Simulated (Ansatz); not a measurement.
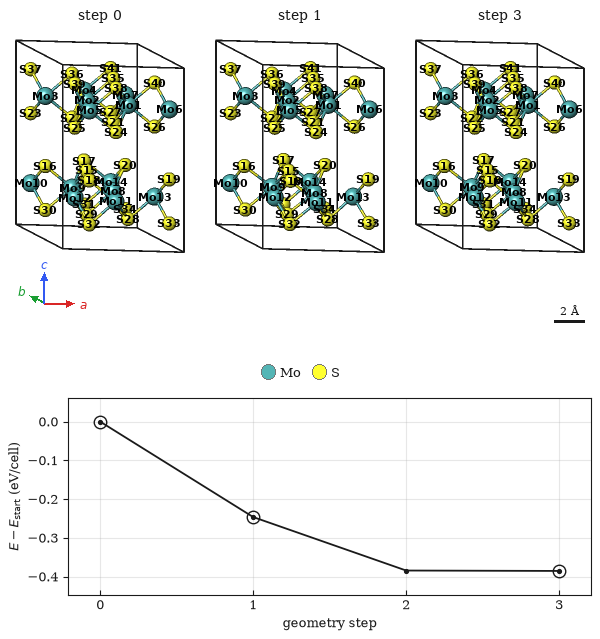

Frames of a relaxation of a defect cell of composition Mo14S27, marked on the history of the run. A ball-and-stick model of the cell of the calculation, seen slightly off an axis.

Case: S vacancy (site f), charge +0, atoms relaxed at the host's cell.

Level of theory: Ansatz 0.2.0, DFT r2SCAN, scalar-relativistic, plane waves, PAW. (plane-wave cutoff 500 eV; k-point mesh 2 × 2 × 2; occupations gaussian; smearing width 0.01 eV; no spin polarisation; atoms relaxed in a fixed cell; force threshold 0.025 eV/Å; at most 45 steps)

Describe the path.

Answer. The largest move is that of Mo8, 0.13 Å along [3 2 −3]. By element the largest moves are Mo 0.13 Å, S 0.08 Å. The cell doesn't change. Among the contacts that change: Mo8–S34 2.536 → 2.392 Å, Mo8–S15 2.316 → 2.397 Å, Mo11–S28 2.448 → 2.372 Å, Mo8–S28 2.433 → 2.372 Å. Among the angles between lasting bonds that change: S28–Mo8–S34 79.7° → 83.5°, S15–Mo8–S28 139.0° → 135.7°, S17–Mo11–S18 84.3° → 81.2°. The energy falls by 0.385 eV per cell of the calculation in 3 geometry steps. Largest force component: 2.3 eV/Å at the start, 0.006 eV/Å at the end. From step 0 to 1: Mo8 moves most (0.20 Å), energy −0.246 eV per cell of the calculation. From step 1 to 3: S15 moves most (0.07 Å), energy −0.139 eV per cell of the calculation.

Limits of the set-up: the periodic images lie only 8.4 Å apart, so the values are limited by the cell's size.
